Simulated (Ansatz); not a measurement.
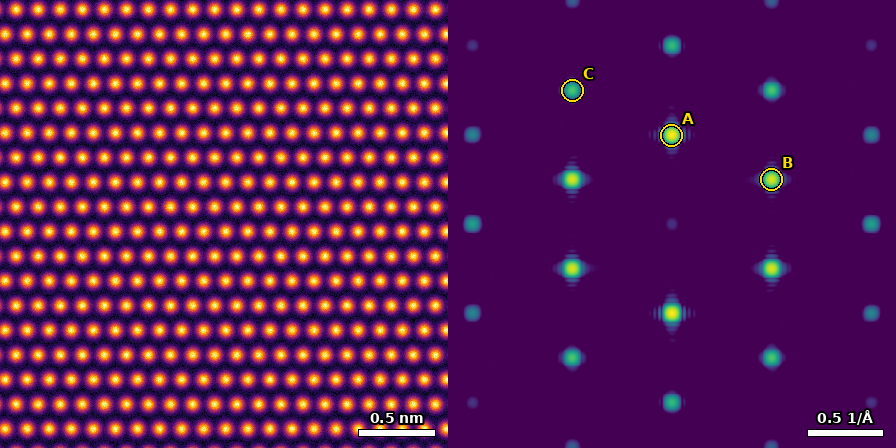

Dark-field STEM-like image of Ta (Im-3m, No. 229) along [210]. The image is simulated as a sum over atoms of Z^1.7, blurred by a 0.68 Å probe (no channelling). The probe carries 25 % of its weight in a tail 2.5 times as wide. The display is stretched by a gamma of 0.65; percentages refer to the linear signal. Shot noise was added. Model: the input geometry of an electronic-structure calculation (not necessarily at equilibrium).

The right panel is the modulus of the image's Fourier transform on a logarithmic scale.

a = 3.304 Å, b = 3.304 Å, c = 3.304 Å, α = 90.00°, β = 90.00°, γ = 90.00°

Q: Index the marked spots and give their plane spacings (the zone axis points at the viewer; indices equivalent by symmetry, or all signs reversed, are as good).

A: (002), d = 1.65 Å; B: (-1 2 1), d = 1.35 Å; C: (1 -2 3), d = 0.88 Å. A and B enclose 66°, and every spot obeys the zone law hu + kv + lw = 0 for [210].
